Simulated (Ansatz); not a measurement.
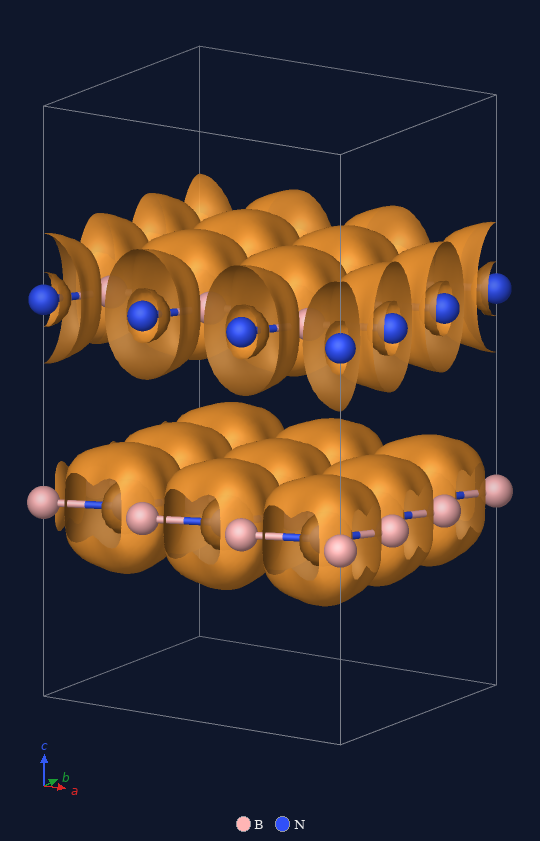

Figure. BN (slab). Isosurface of the electron localisation function at 0.65 (orange), seen slightly off an axis. Core shells and regions of very low density are left out. Sticks mark near contacts.

Theory: DFT PBE+D3(BJ), scalar-relativistic, plane waves, PAW (Ansatz 0.2.0).

In a PAW calculation such maps are meaningful between the atoms, not at the nuclei.

Input

```
crystal:
  lattice:
    - [2.5087620658, 0.0, 0.0]
    - [-1.2543810329, 2.172651681, 0.0]
    - [0.0, 0.0, 32.6]
  atoms:
    - { symbol: B, position: [0.0, 0.0, 0.4493865031] }
    - { symbol: "N", position: [0.6666666667, 0.3333333333, 0.4493865031] }
    - { symbol: B, position: [0.3333333333, 0.6666666667, 0.5506134969] }
    - { symbol: "N", position: [0.0, 0.0, 0.5506134969] }
  periodic: [true, true, false]
basis:
  ecutwfc: 420
kpoints:
  mp_grid: { grid: [12, 12, 1] }
  band_path:
    path:
      - [0, 0, 0]
      - [0.5, 0, 0]
      - [0.3333333333333, 0.3333333333333, 0]
      - [0, 0, 0]
    npoints: 8
hamiltonian:
  xc: pbe
  dispersion: d3bj
scf:
  occupations: { method: gaussian, width: 0.02 }
output:
  forces: true
  stress: true
  eigenvalues: true
  write_density: true
  write_potential: true
  elf: true
  volumetric_format: npy
relax:
  adjacent_minimum: "off"
  f_tol: 0.01
  max_steps: 50
  constraints: [{ sites: [0, 2], fix: xy }]
```

Run with:

```sh
ansatz run input.yaml --threads 1 --pin off --max-ram 3072MiB --backend cpu --events-out ev --progress --plain --runs-dir out
```

The fields are those of the relaxed geometry.

Question: Describe the localisation domains.

Answer: At this value the surface marks out two regions on N in which the atom's valence shell and bonds are merged, counted in one cell of 4 atoms. Counts are for one cell; the picture repeats the cell along the surface. Profiles from the grid: B–N (1.45 Å): the ELF peaks at about 0.95 between the atoms, as expected for a polar covalent bond.
